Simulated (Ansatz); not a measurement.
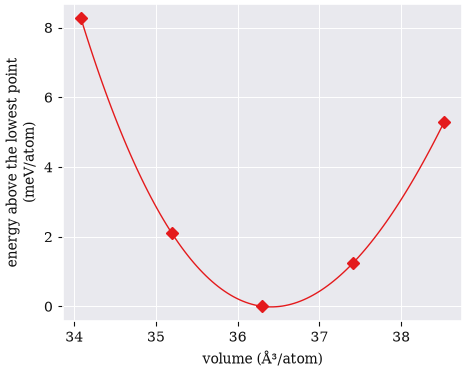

The figure shows the energy above the lowest point against volume for CsCl, space group Pm-3m (No. 221) (one of a set of cubic test structures, which need not be the stable phase).

Calculation (Ansatz 0.2.0 development build): equation of state of a cubic crystal from periodic Kohn-Sham density functional theory without spin, third-order Birch-Murnaghan fit to the free energies; pressure corrected for the finite basis. Level: HSE06.

- structure type: CsCl
- atoms in cell: 2
- space group number: 221
- lattice centring: simple cubic
- k mesh: 4×4×4
- occupation method: Fermi–Dirac
- occupation width: 0.05 eV
- wave cutoff: 420 eV
- datasets: soft-1 PAW
- density tolerance: 0 eV
- bands: 12
- density cutoff ratio: 4
- search for lower states: default
- exchange singularity: regularized

From this curve and the settings, what does the calculation give for the pressure at the same points?

The pressure falls from 1.218 GPa at volume 34.08 Å³/atom to −0.760 GPa at 38.53 Å³/atom, and changes sign near 36.4 Å³/atom.

```csv
volume (Å³/atom),pressure (GPa)
34.08,1.218
35.19,0.580
36.30,0.050
37.41,-0.390
38.53,-0.760
```
